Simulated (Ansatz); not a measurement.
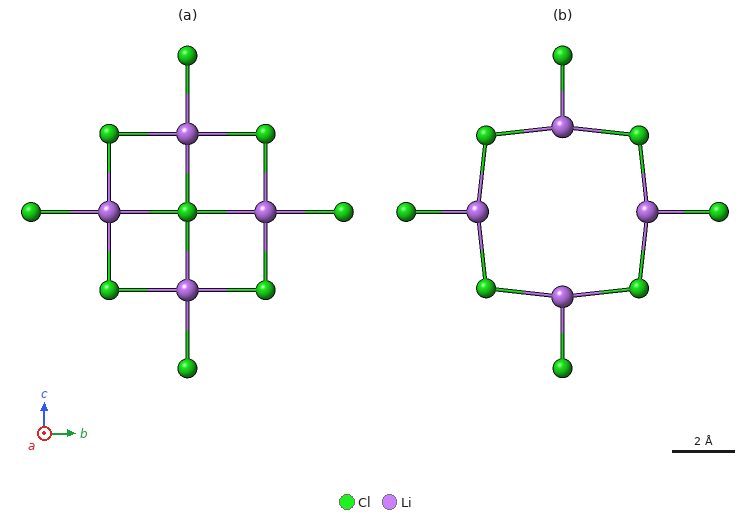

Left: perfect LiCl. Right: the same region with one point defect, after relaxing the atoms in a supercell of 64 sites. The picture is a ball-and-stick view of the atoms within 5.4 Å of one point, in a slice 5.0 Å thick across the line of sight, seen along the a axis.

The calculation used DFT, PBEsol, PAW, plane waves (Ansatz). Settings: plane-wave cutoff 420 eV; k-point mesh 1 × 1 × 1; mesh shifted by (0.25, 0.25, 0.25); no spin polarisation. Fermi-Dirac smearing of 0.01 eV. A uniform background neutralises the charged cell. The axes drawn are those of the host's conventional cell.

What kind of defect was made?

A chlorine atom is taken out (a vacancy).

The charge state of the cell is +1.

What does the relaxation do around it?

Around the empty Cl site the host had 6 Li at 2.53 Å; after relaxation the nearest atoms are 6 Li at 2.75 to 2.76 Å. Of the host's atoms, a lithium atom moves furthest from its site, by 0.22 Å.

Limits of the set-up: the cell is charged, on a uniform background, and energies carry no finite-size correction.
